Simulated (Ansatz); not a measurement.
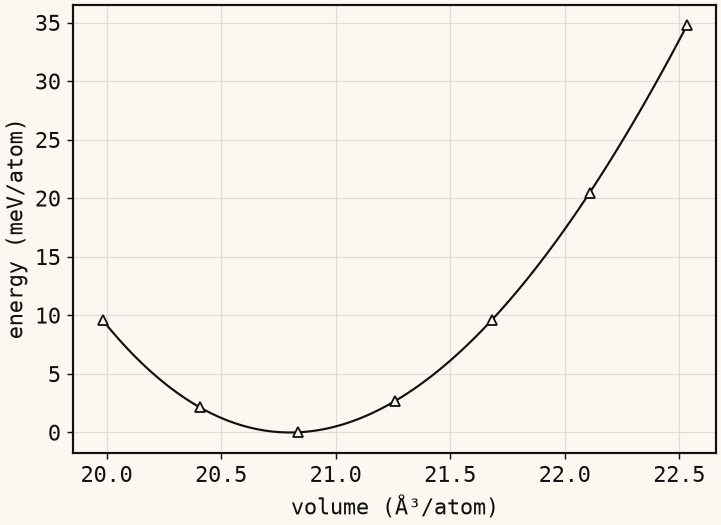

The picture above shows the energy against volume for Si, space group I4/mmm (No. 139).

The given structure:
```
Si
1.0
    -3.32544    3.32544    1.92239
     3.32544   -3.32544    1.92239
     3.32544    3.32544   -1.92239
Si
4
Direct
  0.82120 0.17880 0.00000
  0.17880 0.82120 0.00000
  0.82120 0.82120 0.64240
  0.17880 0.17880 0.35760
```

Method: plane-wave DFT, no spin polarisation; energies at scaled volumes of the given cell, shape and fractions fixed, counted from the fit's minimum, third-order Birch-Murnaghan fit (Ansatz 0.2.0). Level: LDA.

- k mesh: 8×8×8
- occupations: Fermi–Dirac
- smearing width: 0.05 eV
- potentials: Ansatz PAW
- wave cutoff: 420 eV
- density cutoff: 1680 eV

> How stiff is the solid, and where is its volume at rest?

A third-order Birch–Murnaghan fit gives V0 = 20.80 Å³/atom, B0 = 88.9 GPa and B′ = 4.2.

Caveats: shape and atomic fractions are frozen while scaling, which makes layered, chain and framework solids too stiff.
